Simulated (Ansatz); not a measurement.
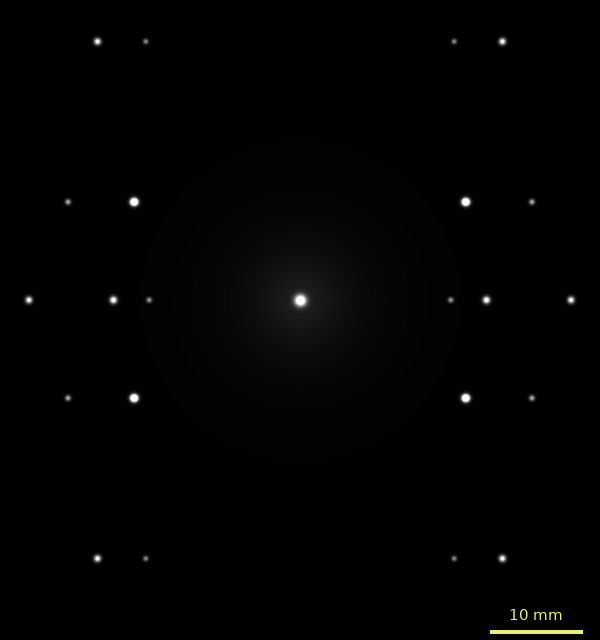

Simulated X-ray rotation photograph: Cu Kα radiation (λ = 1.5418 Å), cylindrical film of radius 28.65 mm unrolled, rotation axis vertical and normal to the beam, kinematic intensities without Lorentz or polarisation factors, the film spanning ±63° about the beam; spots down to d = 1.55 Å.

What lattice repeat along the rotation axis do the layer lines give?

Answer. The first layer line lies 10.8 mm from the equator, so tan ν = 0.376, sin ν = 0.352 and the period is λ/sin ν = 4.38 Å. Further lines follow at 28.4 mm.

The crystal is Ir, space group P6/mmm (No. 191), a = 4.380 Å, c = 2.705 Å (hexagonal axes). Structure: the end point of a relaxation with Ansatz, DFT, PBE, plane waves (420 eV) with PAW, scalar-relativistic; the starting structure was generated, so it need not be a known form of this composition.

About which axis was it rotated?

Answer. About [100] (or an equivalent direction), whose length in the conventional cell is 4.380 Å.
